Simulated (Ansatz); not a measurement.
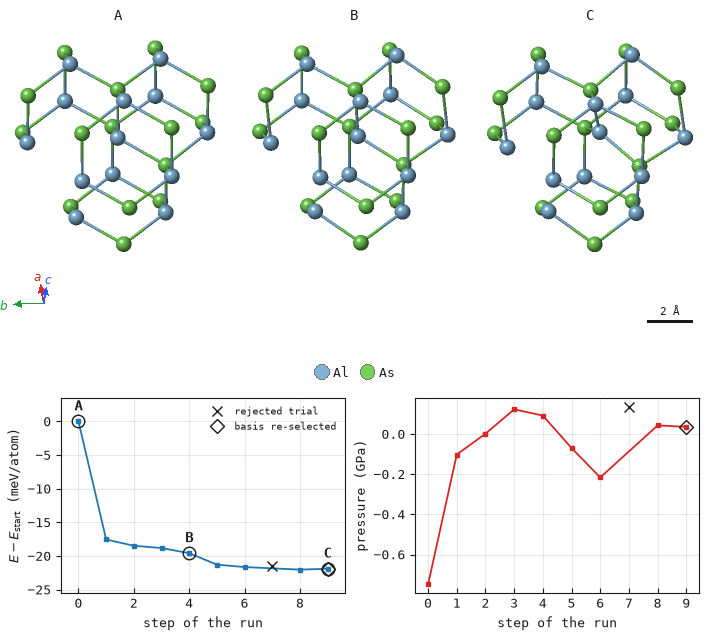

Frames of a relaxation of solid Al$_{8}$As$_{7}$ (a generated structure, set up in P1) (coarse preliminary run), marked on the history of the run. A ball-and-stick model of the atoms within 5.0 Å of the atom that moves most (axes of the conventional cell (2 times the calculation's cell) (origin shifted)), seen from a free direction. Lengths and directions refer to the drawn axes.

Case: 1 of 8 As atoms taken out at random.

All numbers below come from DFT PBE, scalar-relativistic, plane waves, PAW in Ansatz. Set-up: plane-wave cutoff 420 eV; k-point mesh 2 × 2 × 2; occupations gaussian; smearing width 0.1 eV; mesh shifted by (0.5, 0.5, 0.5); no spin polarisation; cell and atoms relaxed; force threshold 0.04 eV/Å; at most 50 steps.

Q: Describe the path.

A: After 7 accepted moves (9 points after the start) the energy has fallen by 21.9 meV per atom. The largest force component goes from 0.56 to 0.013 eV/Å. The pressure goes from −0.75 to 0.04 GPa. The line search rejected the trial step at point 7 of the run. At 1 point the geometry stayed and the basis and grid were re-selected for the new cell (energy shift of 0.1 meV per atom at most each time). The atom that moves furthest relative to the cell is an Al atom (0.51 Å along [1 −2 1]). Largest moves by element: Al 0.51 Å, As 0.11 Å. The drawn cell changes as follows: a 14.030 → 13.857 Å (−1.2 %), b 8.100 → 7.999 Å (−1.2 %), c 8.100 → 8.001 Å (−1.2 %); the volume changes by −3.7 %. Near-neighbour distances that change, for instance: Al–As 2.428 → 2.543 Å, Al–As 2.503 → 2.411 Å, Al–As 2.459 → 2.541 Å, Al–As 2.527 → 2.445 Å. Bond angles that change, for instance: As–Al–As 107.8° → 118.4°, As–Al–As 111.9° → 102.1°, As–Al–As 108.6° → 118.3°. The space group (tolerance 0.01 Å) goes from P1 (No. 1) to R3m (No. 160). The run took 60 s on 4 threads of Intel(R) Xeon(R) Processor @ 2.70GHz, with other jobs on the host, peak memory 0.92 GiB. From step 0 to 4: Al atoms move most (0.22 Å), volume −3.6 %, energy −19.6 meV per atom. From step 4 to 9: an Al atom moves most (0.38 Å), energy −2.3 meV per atom.

```csv
step,"E − E(0), meV/atom","largest force component, eV/Å","pressure, GPa","volume, Å³/atom",note
0,0.00,0.5627,-0.75,25.053,
1,-17.54,0.1617,-0.10,24.153,
2,-18.47,0.0479,0.00,24.193,
3,-18.81,0.1028,0.12,24.136,
4,-19.58,0.1033,0.09,24.154,
5,-21.28,0.0787,-0.07,24.220,
6,-21.64,0.0812,-0.22,24.218,
7,-21.51,0.0626,0.14,24.086,rejected
8,-22.02,0.0132,0.04,24.136,
9,-21.89,0.0132,0.04,24.136,"same geometry, new basis"
```

Limits of the set-up: the k-point mesh is coarse for a cell with partly filled bands.
